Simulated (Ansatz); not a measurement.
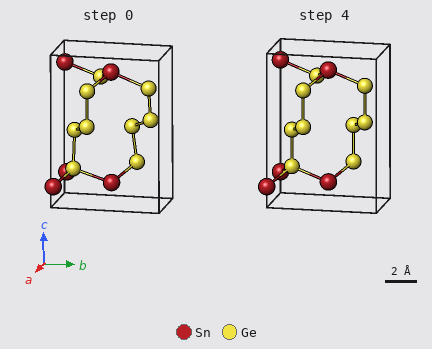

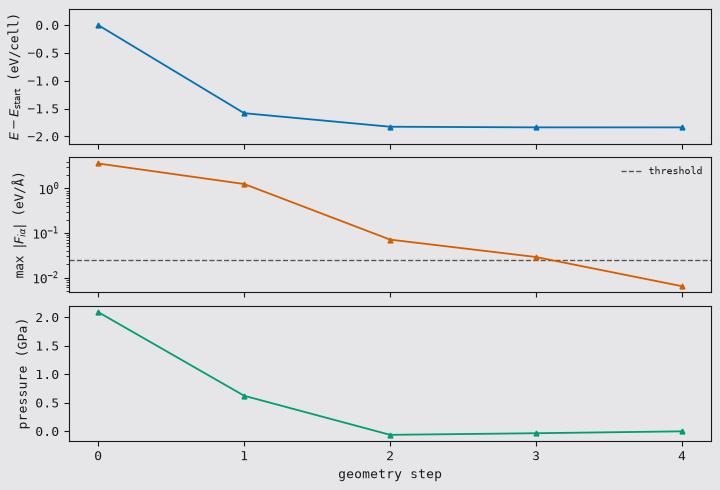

First and last geometry of a relaxation of solid SnGe2 (a generated structure, set up in P1) (coarse preliminary run), with the history of the run. Style: ball-and-stick. Shown: the cell of the calculation, slightly off an axis.

Level of theory: Ansatz 0.2.0, DFT PBE, scalar-relativistic, plane waves, PAW.

Input
```yaml
crystal:
  lattice:
    - [4.3987750097, 0.0345614017, 0.0274164769]
    - [0.0598621039, 7.3548428073, -0.0068033236]
    - [0.0672784712, -0.0096388444, 10.4218236332]
  atoms:
    - { symbol: Sn, position: [0.0095983399, 0.0085000115, 0.8592362115] }
    - { symbol: Sn, position: [0.481437167, 0.4930946592, 0.8575361954] }
    - { symbol: Sn, position: [0.5019944555, 0.4985752628, 0.1348461687] }
    - { symbol: Sn, position: [0.0045523669, 0.0226129521, 0.1388943787] }
    - { symbol: Ge, position: [0.9807322693, 0.330330509, 0.5397470753] }
    - { symbol: Ge, position: [0.4798326178, 0.8582439598, 0.5560142208] }
    - { symbol: Ge, position: [0.5318143316, 0.1481540457, 0.2166316986] }
    - { symbol: Ge, position: [1.0101749237, 0.6724868952, 0.2290323773] }
    - { symbol: Ge, position: [0.4685846995, 0.1546922718, 0.4639628005] }
    - { symbol: Ge, position: [1.0241860952, 0.6302812143, 0.463220143] }
    - { symbol: Ge, position: [1.0029201629, 0.3389449552, 0.775998447] }
    - { symbol: Ge, position: [0.5041725708, 0.8440832634, 0.7648802832] }
basis:
  ecutwfc: 420
kpoints:
  mp_grid: { grid: [6, 4, 2] }
hamiltonian:
  xc: pbe
scf:
  occupations: { method: gaussian, width: 0.2 }
  lower_state_search: "off"
output:
  forces: true
  stress: true
  eigenvalues: true
relax:
  adjacent_minimum: "off"
  f_tol: 0.025
  max_steps: 60
  cell: { stress_tol: 0.25 }
```

Run as
```bash
ansatz run input.yaml --threads 1 --pin off --max-ram 2560MiB --backend cpu --events-out ev --progress --plain --runs-dir out
```

Q: What do the curves and the structures tell?

A: The run was cut off at its time limit before the program reported convergence, but its last step already meets the force threshold: the largest component is 0.0064 eV/Å against 0.025 eV/Å. The pressure is within 0.01 GPa of its target. The largest move relative to the cell is that of Ge6, 0.30 Å along [1 −1 −1]. By element the largest moves are Ge 0.30 Å, Sn 0.17 Å. The volume changes by −0.1 %, with a 4.399 → 4.307 Å (−2.1 %), b 7.355 → 7.438 Å (+1.1 %), c 10.422 → 10.511 Å (+0.9 %), β 89.3° → 90.0°, γ 89.1° → 90.0°. Among the contacts that change: Ge6–Ge10 3.048 → 2.592 Å, Ge6–Ge12 2.183 → 2.498 Å, Sn4–Ge7 2.393 → 2.658 Å, Ge5–Ge10 2.357 → 2.593 Å. Bond angles that change, for instance: Ge7–Sn4–Ge7 121.5° → 108.3°, Sn4–Ge7–Sn4 121.5° → 108.3°, Ge5–Ge10–Ge8 116.9° → 106.6°. Within 0.06 Å the space group is P1 at the start and P-3m1 at the end; at a tighter tolerance small leftover displacements or strains of the cell lower it. Over 4 geometry steps the energy falls by 1.837 eV per cell of the calculation. Largest force component: 3.6 eV/Å at the start, 0.0064 eV/Å at the end. The pressure goes from 2.09 to 0.00 GPa. The run took 5.6 min on 1 thread of Intel(R) Xeon(R) Platinum 8488C (Sapphire Rapids) (shared host), peak memory 1 GiB.

```tsv
step	E − E(0), meV/atom	largest force component, eV/Å	pressure, GPa	volume, Å³/atom
0	0.00	3.6365	2.09	28.095
1	-131.85	1.2604	0.62	27.862
2	-152.14	0.0712	-0.06	28.099
3	-153.07	0.0290	-0.03	28.084
4	-153.12	0.0064	0.00	28.061
```
